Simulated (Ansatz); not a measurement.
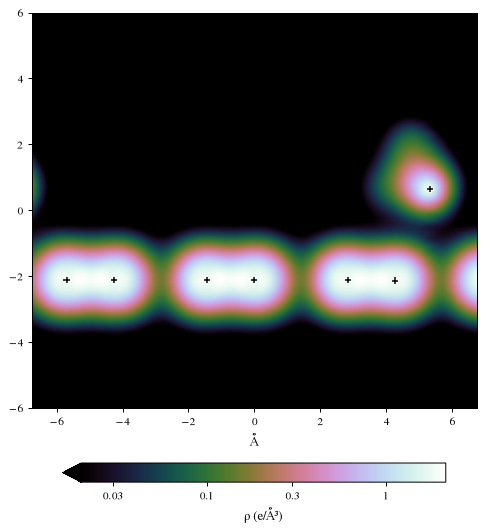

The valence electron density on a plane through atoms (crosses mark nuclei in the plane).

Theory: DFT LDA, scalar-relativistic, plane waves, PAW in Ansatz.

Candidates:
A. HCl (amorphous cell), a = 6.74 Å, b = 6.74 Å, c = 6.74 Å, α = 90.00°, β = 90.00°, γ = 90.00°. Not relaxed (largest force 0.3 eV/Å).
B. H4C19 (slab), a = 7.40 Å, b = 7.40 Å, c = 12.00 Å, α = 90.00°, β = 90.00°, γ = 120.00°. 

Which system is this?

Candidate B: H4C19 on the (110) plane of the calculation cell, a cut from vacuum to vacuum, which holds C and H. C–C (1.43 Å): ρ is about 2 e/Å³ halfway.
